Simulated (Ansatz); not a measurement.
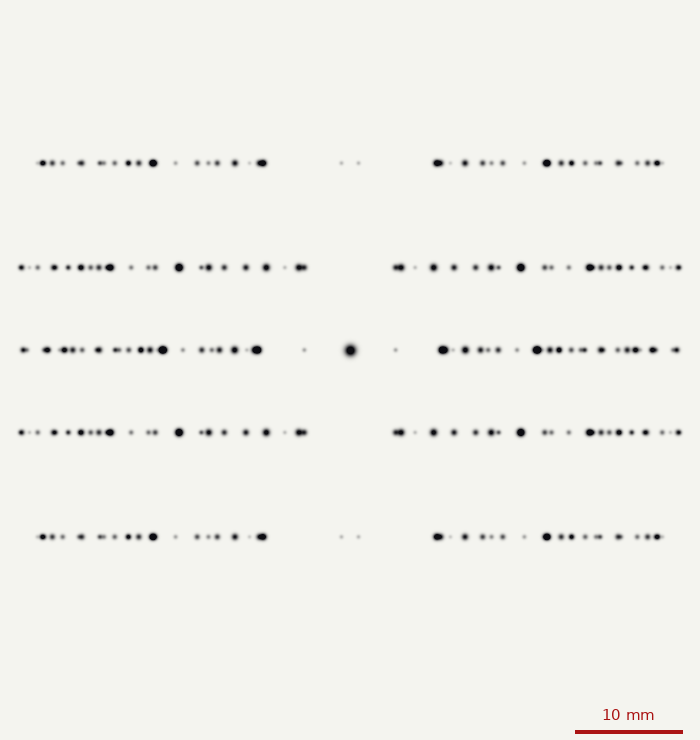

Simulated X-ray rotation photograph: Mo Kα radiation (λ = 0.7107 Å), cylindrical film of radius 28.65 mm unrolled, rotation axis vertical and normal to the beam, kinematic intensities without Lorentz or polarisation factors, the film spanning ±63° about the beam; spots down to d = 0.67 Å.

Q: Measure the layer lines and find the identity period along the axis.

A: The first layer line lies 7.8 mm from the equator, so tan ν = 0.271, sin ν = 0.262 and the period is λ/sin ν = 2.72 Å. Further lines follow at 17.6 mm.

The crystal is Ir, space group P6_3/mmc (No. 194), a = 2.716 Å, c = 9.464 Å (hexagonal axes). Structure: coordinates from a relaxation with DFT PBE, scalar-relativistic, plane waves, PAW in Ansatz; the starting structure was generated, so it need not be a known form of this composition.

Q: About which axis was it rotated?

A: About [100] (or an equivalent direction), whose length in the conventional cell is 2.716 Å.
